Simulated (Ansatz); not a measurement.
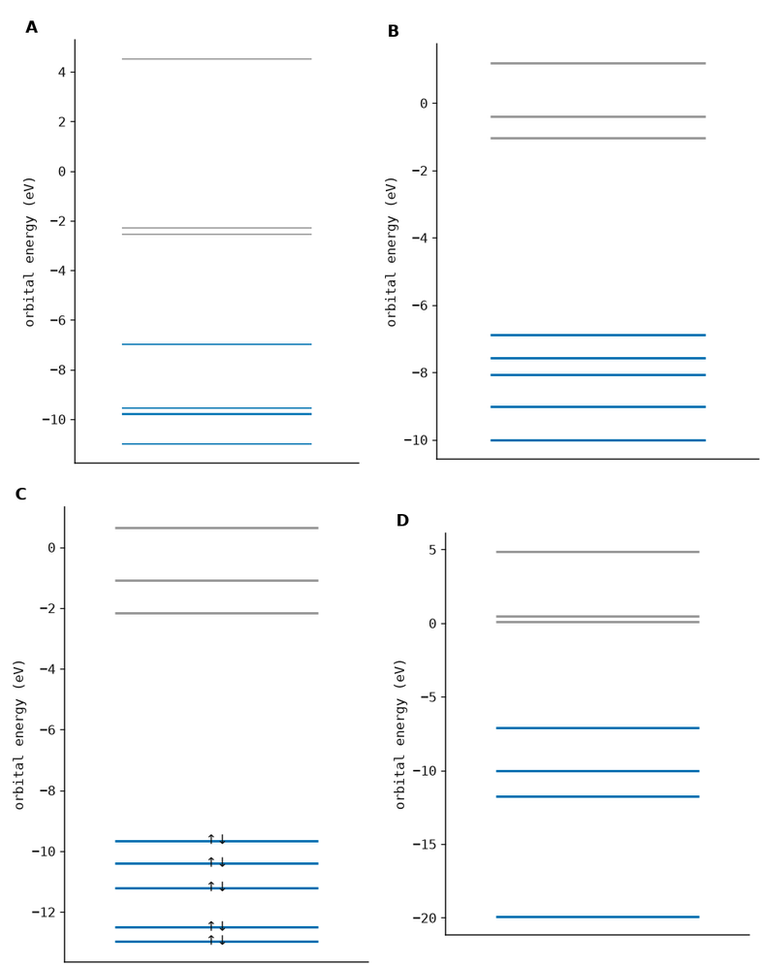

Kohn-Sham orbital energies near the frontier, PBE0/def2-TZVPP in the Ansatz code 0.2.0, at a PBE0-D4/def2-TZVP geometry (a minimum by its frequencies), isolated molecule; empty levels in grey, levels within 0.03 eV side by side.

### Pair each panel with its molecule.
1. SeCl₂, SMILES Cl[Se]Cl
2. C₈H₆, SMILES C#Cc1ccccc1
3. SeOF₂, SMILES O=[Se](F)F
4. H₂Se, SMILES [SeH2]

A: 1 (HOMO −6.98 eV, LUMO −2.55 eV)
B: 2 (HOMO −6.89 eV, LUMO −1.04 eV)
C: 3 (HOMO −9.65 eV, LUMO −2.15 eV)
D: 4 (HOMO −7.11 eV, LUMO 0.10 eV)

Limits of at least one run: empty levels above zero depend strongly on the basis; no scalar relativity up to krypton; spin-orbit coupling is left out, and with Se it can shift these levels and split any degenerate set.
